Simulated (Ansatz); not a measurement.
## Electronic structure of Be in real space

Input file:

```
crystal:
  lattice:
    - [2.2995019849, 0.0, 0.0]
    - [-1.1497509925, 1.991427135, 0.0]
    - [0.0, 0.0, 3.6009]
  atoms:
    - { symbol: Be, position: [0.3333333333, 0.6666666667, 0.25] }
    - { symbol: Be, position: [0.6666666667, 0.3333333333, 0.75] }
basis:
  ecutwfc: 420
kpoints:
  mp_grid: { grid: [21, 21, 12] }
hamiltonian:
  xc: pbe
scf:
  occupations: { method: gaussian, width: 0.1 }
output:
  forces: true
  stress: true
  eigenvalues: true
  write_density: true
  write_potential: true
  elf: true
  volumetric_format: npy
relax:
  adjacent_minimum: "off"
  f_tol: 0.005
  max_steps: 80
  cell: { stress_tol: 0.05 }
```

Command:

```sh
ansatz run input.yaml --threads 4 --pin off --max-ram 12288MiB --backend cpu --events-out ev --progress --plain --runs-dir out
```

Below, planes, directions and counts refer to the conventional cell (a = 2.26 Å, b = 2.26 Å, c = 3.57 Å, α = 90.00°, β = 90.00°, γ = 120.00°).

The fields are those of the relaxed geometry.

Space group P6₃/mmc.

Level of theory: Ansatz, DFT PBE, scalar-relativistic, plane waves, PAW.

Core electrons are frozen (PAW), and the valence fields are smoothed inside the atomic spheres.

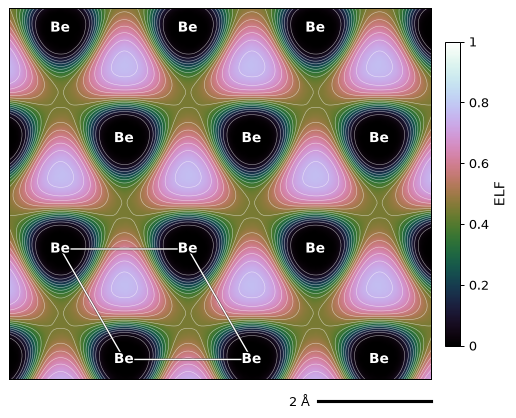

Figure 1. Electron localisation function on the (001) plane of the conventional cell.

**What does the map show?**

- Atoms in the plane: Be.
- Be–Be (2.26 Å): the ELF peaks at about 0.60 between the atoms.
- The ELF has a maximum of about 0.75 in the space between the atoms, on no atom or two-centre bond.

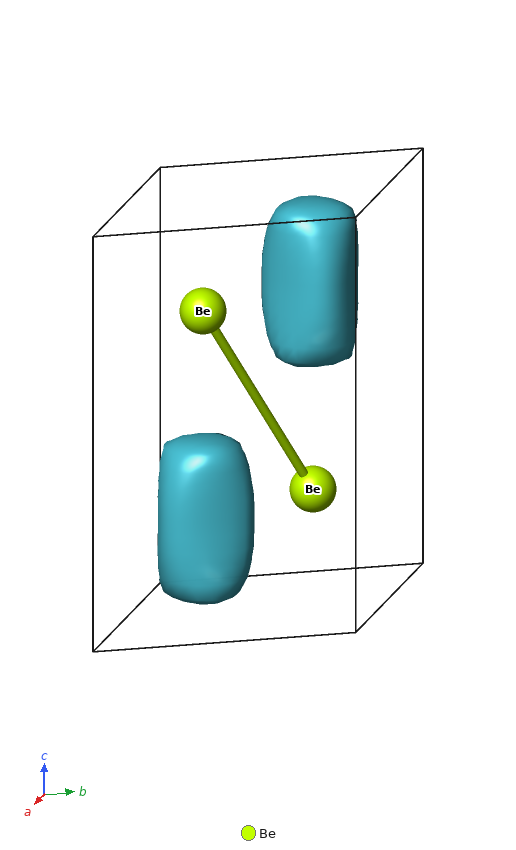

Figure 2. Isosurface of the ELF at 0.7 (cyan), seen slightly off an axis. Core shells and regions of very low density are left out. Sticks mark near contacts.

**Describe the localisation domains.**

The ELF exceeds this value in two pockets between the atoms, centred on no nucleus (multi-centre or interstitial), counted in one cell of 2 atoms. Any copies at cell faces, edges or corners count once. There are no localised bonds or lone pairs at this value.


Be–Be (2.21 Å): the ELF peaks at about 0.65 between the atoms.

**Does the calculation give a band gap?**

It is metallic or semimetallic at this level of theory: no gap opens.
